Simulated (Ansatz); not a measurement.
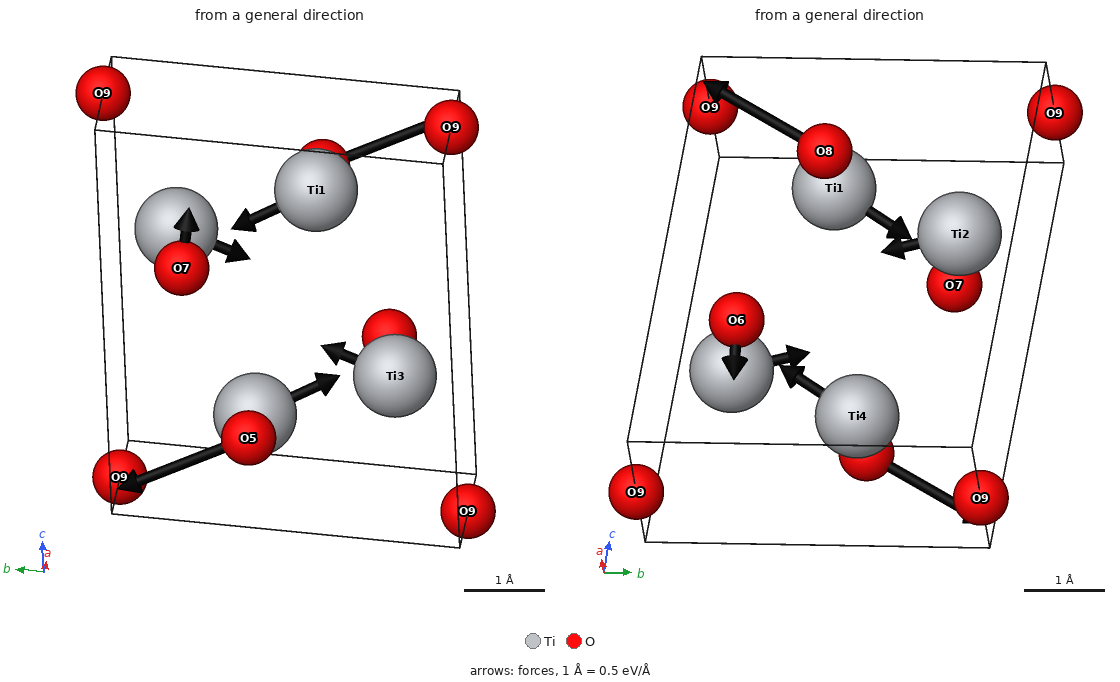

Shown here is a spheres-only view of the crystal, taken from two general directions. Thin lines show the cell (the run's own, in a reduced setting), with boundary atoms drawn in all their periodic places. The arrows are the computed forces on the atoms.

System: Ti4O5. Setup: DFT PBEsol, scalar-relativistic, plane waves, PAW (Ansatz); plane-wave cutoff 420 eV, k-points about 0.15 Å⁻¹ apart, Gaussian smearing of 0.15 eV, no spin polarisation.

Question: Are the atoms in equilibrium?

Answer: No. The atoms still feel forces of up to about 0.74 eV/Å, far above a usual threshold of 0.01 to 0.03 eV/Å.

Question: Where does the largest force act?

Answer: O5 and O8, about 0.74 eV/Å.

The initial geometry was a structure listed in the Materials Project. The cell was then strained or its atoms displaced on purpose. Ansatz was used for an electronic-structure calculation on it.
